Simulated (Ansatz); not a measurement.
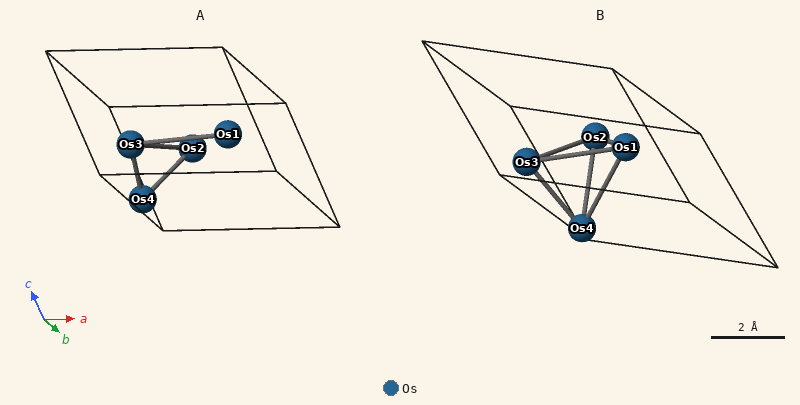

Two geometries of solid Os (built on the random type) (coarse preliminary run), drawn at one scale. One is the start of a relaxation, the other its converged end. A ball-and-stick model of the cell of the calculation, seen from a free direction.

Level of theory: DFT PBE, scalar-relativistic, plane waves, PAW (Ansatz). (plane-wave cutoff 420 eV; k-point mesh 4 × 6 × 6; occupations gaussian; smearing width 0.1 eV; no spin polarisation; cell and atoms relaxed; force threshold 0.04 eV/Å; at most 70 steps)

Which geometry has the lower energy?

Answer. Structure B is the relaxed one. Case: random cell without symmetry. Over 12 accepted moves (14 points after the start) the energy falls by 8579 meV per atom. Largest force component: 49 eV/Å at the start, 0.0047 eV/Å at the end. Pressure: 266.80 GPa at the start and −0.01 GPa at the end. At 2 points the geometry stayed and the basis and grid were re-selected for the new cell (energy shift of 23.5 meV per atom at most each time). The atom that moves furthest relative to the cell is Os4 (0.93 Å along [1 0 −2]). Cell: a 4.905 → 5.306 Å (+8.2 %), b 3.817 → 4.355 Å (+14.1 %), c 3.845 → 4.360 Å (+13.4 %), α 110.4° → 119.2°, β 113.0° → 127.6°, γ 68.0° → 52.4°. Volume +4.1 %. Among the contacts that change: Os2–Os3 4.335 → 2.791 Å, Os2–Os3 (another image) 1.690 → 2.804 Å, Os1–Os4 1.808 → 2.830 Å, Os1–Os3 3.588 → 2.832 Å. New bonds form: Os1–Os2 (3.20 → 2.54 Å), Os1–Os3 (3.59 → 2.83 Å), Os1–Os4 (3.43 → 2.80 Å), Os1–Os4 (3.49 → 2.79 Å). The space group (tolerance 0.01 Å) goes from P1 (No. 1) to Fmmm (No. 69).
